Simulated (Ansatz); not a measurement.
Field-gradient calculation, with input and output: TaC35 (charge +1) (part 1 of 2)

TaC35 (defect cell, 36 atoms in the cell, total charge +1), computed with DFT, PBE, plane-wave PAW, default files, scalar-relativistic, no spin polarisation (Ansatz 0.2.0).

The structure derives from an entry of the Crystallography Open Database. It belongs to a series of runs on one base structure; here: Ta on a C site, charge +1, host positions. Figures and captions count atoms from 1; the log counts them from 0 in places.

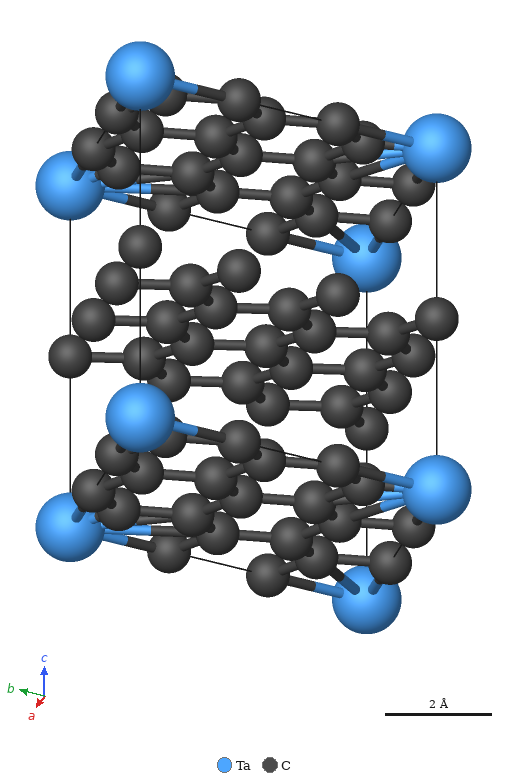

Fig. 1: The structure as given in the input (ball-and-stick view of the cell of the calculation, seen at an oblique angle).

### Input
```yaml
crystal:
  lattice:
    - [7.41, 0.0, 0.0]
    - [-3.705, 6.4172482419, 0.0]
    - [0.0, 0.0, 6.79]
  atoms:
    - { symbol: Ta, position: [0.0, 0.0, 0.0] }
    - { symbol: C, position: [0.0, 0.3333333333, 0.0] }
    - { symbol: C, position: [0.0, 0.6666666667, 0.0] }
    - { symbol: C, position: [0.3333333333, 0.0, 0.0] }
    - { symbol: C, position: [0.3333333333, 0.3333333333, 0.0] }
    - { symbol: C, position: [0.3333333333, 0.6666666667, 0.0] }
    - { symbol: C, position: [0.6666666667, 0.0, 0.0] }
    - { symbol: C, position: [0.6666666667, 0.3333333333, 0.0] }
    - { symbol: C, position: [0.6666666667, 0.6666666667, 0.0] }
    - { symbol: C, position: [0.0, 0.0, 0.5] }
    - { symbol: C, position: [0.0, 0.3333333333, 0.5] }
    - { symbol: C, position: [0.0, 0.6666666667, 0.5] }
    - { symbol: C, position: [0.3333333333, 0.0, 0.5] }
    - { symbol: C, position: [0.3333333333, 0.3333333333, 0.5] }
    - { symbol: C, position: [0.3333333333, 0.6666666667, 0.5] }
    - { symbol: C, position: [0.6666666667, 0.0, 0.5] }
    - { symbol: C, position: [0.6666666667, 0.3333333333, 0.5] }
    - { symbol: C, position: [0.6666666667, 0.6666666667, 0.5] }
    - { symbol: C, position: [0.1111111111, 0.2222222222, 0.005] }
    - { symbol: C, position: [0.1111111111, 0.5555555556, 0.005] }
    - { symbol: C, position: [0.1111111111, 0.8888888889, 0.005] }
    - { symbol: C, position: [0.4444444444, 0.2222222222, 0.005] }
    - { symbol: C, position: [0.4444444444, 0.5555555556, 0.005] }
    - { symbol: C, position: [0.4444444444, 0.8888888889, 0.005] }
    - { symbol: C, position: [0.7777777778, 0.2222222222, 0.005] }
    - { symbol: C, position: [0.7777777778, 0.5555555556, 0.005] }
    - { symbol: C, position: [0.7777777778, 0.8888888889, 0.005] }
    - { symbol: C, position: [0.2222222222, 0.1111111111, 0.505] }
    - { symbol: C, position: [0.2222222222, 0.4444444444, 0.505] }
    - { symbol: C, position: [0.2222222222, 0.7777777778, 0.505] }
    - { symbol: C, position: [0.5555555556, 0.1111111111, 0.505] }
    - { symbol: C, position: [0.5555555556, 0.4444444444, 0.505] }
    - { symbol: C, position: [0.5555555556, 0.7777777778, 0.505] }
    - { symbol: C, position: [0.8888888889, 0.1111111111, 0.505] }
    - { symbol: C, position: [0.8888888889, 0.4444444444, 0.505] }
    - { symbol: C, position: [0.8888888889, 0.7777777778, 0.505] }
total_charge: 1
kpoints:
  mp_grid: { grid: [3, 3, 3] }
scf:
  occupations: { method: fermi_dirac, width: 0.01 }
hamiltonian:
  xc: pbe
  pseudopotentials: { kind: paw }
output:
  forces: true
  stress: true
  populations: true
  efg: { quadrupole_moments_barn: { Ta: 3.17 }, contact_densities: true }
```

Machine: 1 thread of Intel Xeon (Granite Rapids), 192 GiB of memory available, shared host.

Launched with:
```bash
ansatz run input.yaml --threads 1 --pin off --max-ram 2560MiB --backend cpu --events-out ev --progress --plain --runs-dir out
```

### The program's output
```
Ta: output.efg is read without spin–orbit coupling, which moves field gradients at and beside such atoms by some per cent and up to a factor of two; PAW files take it under magnetization.noncollinear and magnetization.spin_orbit
Engine: ansatz 0.2.0, x86_64-unknown-linux-gnu
Pseudopotentials: kind: paw
Pseudopotential: Ta, paw, valence charge 13, recommended cutoff 420 eV (normal), Ta.paw.azcp
Pseudopotential: C, paw, valence charge 4, recommended cutoff 420 eV (normal), C.paw.azcp
Functional definition: PBE
  parameter kappa = 0.804
  parameter beta = 0.06672455060314922
  exchange = pbe_x(kappa = kappa, mu = beta*pi^2/3)
  correlation = pbe_c(beta = beta)
Crystal: 36 atoms, lattice volume = 322.877 Å³
Basis set: ecut = 420 eV, 6299 PW (Γ), exchange–correlation on 100×100×96 points (8 copies of the dense FFT grid, shifted against one another)
Bands: 112, of which v1, the nominal top of the filled ones, is band 76 counted from 1 (75 counted from 0)
Symmetry: 6 space group operations
Space group: P3m1 (ITA 156), of the structure as read, at distance tolerance 6.9e-5 Å
k-points: 7 of 27 (time reversal used)
Non-local potential: Ta, projectors of the file, l = 0: 3, l = 1: 2, l = 2: 2, l = 3: 1
Non-local potential: C, projectors of the file, l = 0: 2, l = 1: 2, l = 2: 1
PAW form: soft (Blöchl's): semilocal exchange-correlation on the pseudo side does not see the compensation charge
PAW one-centre angular grid: Ta, 590 points (default); XC on 64 Gauss nodes
PAW one-centre angular grid: C, 110 points (default); XC on 64 Gauss nodes
Initial density: superposition of atomic densities (neutral atoms scaled as one to the charged cell's electrons: chi_scale 0, normalization atom), corrected by the library's trained network
Initial wavefunctions: pseudopotential atomic-orbital guess
Functional: x = pbe(κ = 0.804, μ = 0.2195149727645171), c = pbe(β = 0.06672455060314922)
SCF iter   1: F=—  HF=-18688.082719 eV  |F-HF|=—  |Δ(HF+E_count)|=         —  Δρ=2.26e-2  dr2=2.37e0  ethr=1.77e-3  ⟨swp⟩=6.3  Hψ=3563  notcnv=0  defer=156
preconditioner: auto → Resta (q_TF=auto, 2.406 Å⁻¹)  ε∞=3.7  [insulator: Δε(μ)=0.055 eV  Ē_g=15.043 eV  σ=0.010 eV  W_gap=0.73  n_scr=70 (ndim 8)  ℏωp=24.8 eV  f_vac=0.010  D(μ)=6.06/eV (n_scr^D=26)  ε∞_Penn≈3.7]
SCF iter   2: F=—  HF=-18687.542811 eV  |F-HF|=—  |Δ(HF+E_count)|=   5.40e-1  Δρ=1.18e-2  dr2=7.34e-1  ethr=1.56e-3  ⟨swp⟩=2.1  Hψ=993  notcnv=0  defer=167
SCF iter   3: F=—  HF=-18687.378056 eV  |F-HF|=—  |Δ(HF+E_count)|=   1.65e-1  Δρ=2.98e-3  dr2=2.68e-2  ethr=4.83e-4  ⟨swp⟩=3.0  Hψ=1196  notcnv=0  defer=192
SCF iter   4: F=—  HF=-18687.377936 eV  |F-HF|=—  |Δ(HF+E_count)|=   1.20e-4  Δρ=8.53e-4  dr2=4.37e-3  ethr=1.76e-5  ⟨swp⟩=2.6  Hψ=1030  notcnv=0  defer=200
SCF iter   5: F=—  HF=-18687.378601 eV  |F-HF|=—  |Δ(HF+E_count)|=   6.65e-4  Δρ=2.70e-4  dr2=4.18e-4  ethr=2.87e-6  ⟨swp⟩=2.1  Hψ=1148  notcnv=0  defer=200
SCF iter   6: F=—  HF=-18687.378623 eV  |F-HF|=—  |Δ(HF+E_count)|=   2.26e-5  Δρ=6.19e-5  dr2=4.59e-5  ethr=2.75e-7  ⟨swp⟩=2.0  Hψ=899  notcnv=0  defer=200
SCF iter   7: F=—  HF=-18687.378755 eV  |F-HF|=—  |Δ(HF+E_count)|=   1.31e-4  Δρ=2.04e-5  dr2=3.71e-6  ethr=3.02e-8  ⟨swp⟩=2.0  Hψ=997  notcnv=0  defer=200
SCF iter   8: F=—  HF=-18687.378754 eV  |F-HF|=—  |Δ(HF+E_count)|=   7.59e-7  Δρ=6.88e-6  dr2=4.38e-7  ethr=2.44e-9  ⟨swp⟩=2.0  Hψ=882  notcnv=0  defer=200
SCF iter   9: F=-18687.378754 eV  HF=-18687.378754 eV  |F-HF|=2.11e-8  |Δ(HF+E_count)|=   8.82e-8  Δρ=1.91e-6  dr2=2.98e-8  ethr=6.58e-11  ⟨swp⟩=20.1  Hψ=5761  notcnv=0
SCF 1 converged in 9 iterations: F = -18687.378754 eV  dr2 = 2.98e-8
  greatest PAW one-centre occupation: 1.000 electrons in one spin orbital (limit 2), on the Ta atom at site 0 (counted from 0), in its partial waves of l = 1
SCF converged after 9 iterations
Free energy (F): -18687.378754 eV
Harris-Foulkes:  -18687.378754 eV  (|F-HF|=2.11e-8)
Internal energy: -18687.376982 eV  (E = F + TS)
E sigma→0 (E₀):  -18687.377868 eV
Entropy (-TS):   -0.001772 eV (-0.049 meV/atom)
Fermi energy:    7.611831 eV
--- Per-component energies (eV) ---
  E_band       = -440.303500
  E_kinetic    = 3609.847651
  E_local      = -6946.768432  (includes V_loc(G=0)·N_el)
  E_nonlocal   = 1007.031565
  E_hartree    = 2275.534667
  E_xc         = -1904.586199
  E_vxc        = -2291.548104  (∫ρ·V_xc dr)
  E_paw        = -11889.951030  (= ΣΔE_a)
  E_vpaw       = -369.939453  (= ΣTr[D̂ρ^β])
  E_aug_tail   = 0.000416  (compensation charges beyond the density's cutoff)
  E_ewald      = -4838.485620
  E_smearing   = -0.001772  (= −TS)
  E_closure    = -0.000000  (closes the sum)
  E_deformation_potential = 14.785245  (in the stress; not in F)
  Σ components = -18687.378754   (vs F -18687.378754, Δ=0.00e0)
--- Forces (eV/Å), atoms counted from 1 ---
  atom   1  Ta     0.00000000     0.00000000    -4.39694814
  atom   2  C     -1.14811977     1.68647757     0.57737469
  atom   3  C      0.88647254    -1.83753968     0.57737469
  atom   4  C      2.03459231     0.15106210     0.57737469
  atom   5  C      1.14811977     1.68647757     0.57737469
  atom   6  C      0.00000000    -0.00000000     0.59641590
  atom   7  C     -2.03459231     0.15106210     0.57737469
  atom   8  C      0.00000000    -0.00000000     0.52831371
  atom   9  C     -0.88647254    -1.83753968     0.57737469
  atom  10  C      0.00000000     0.00000000     0.54794125
  atom  11  C     -0.02946478     0.03521521     0.57185303
  atom  12  C      0.01576488    -0.04312486     0.57185303
  atom  13  C      0.04522966     0.00790964     0.57185303
  atom  14  C      0.02946478     0.03521521     0.57185303
  atom  15  C      0.00000000     0.00000000     0.57053237
  atom  16  C     -0.04522966     0.00790964     0.57185303
  atom  17  C      0.00000000     0.00000000     0.56684416
  atom  18  C     -0.01576488    -0.04312486     0.57185303
  atom  19  C      0.00000000    41.12762474     1.22266844
  atom  20  C     -0.52739477    -0.30449151    -0.75780886
  atom  21  C     35.61756782   -20.56381237     1.22266844
  atom  22  C      0.58646408     0.33859520    -0.55534426
  atom  23  C      0.52739477    -0.30449151    -0.75780886
  atom  24  C      0.00000000     0.60898302    -0.75780886
  atom  25  C     -0.58646408     0.33859520    -0.55534426
  atom  26  C      0.00000000    -0.67719039    -0.55534426
  atom  27  C    -35.61756782   -20.56381237     1.22266844
  atom  28  C      0.32148777     0.18561105    -0.53087855
  atom  29  C      0.00000000     0.04627144    -0.57813003
  atom  30  C      0.04007224    -0.02313572    -0.57813003
  atom  31  C      0.00000000     0.10609589    -0.56990127
  atom  32  C      0.09188174    -0.05304795    -0.56990127
  atom  33  C     -0.04007224    -0.02313572    -0.57813003
  atom  34  C     -0.32148777     0.18561105    -0.53087855
  atom  35  C     -0.09188174    -0.05304795    -0.56990127
  atom  36  C      0.00000000    -0.37122210    -0.53087855
  max |Σ_I F_I| component: 2.82e-4 eV/Å
--- Stress (GPa, compression-positive) ---
       54.807713       0.000000       0.000000
        0.000000      54.807713      -0.000000
        0.000000      -0.000000       2.706804
  P = ⅓ Tr σ = 37.4407 GPa (374.407 kbar)
```
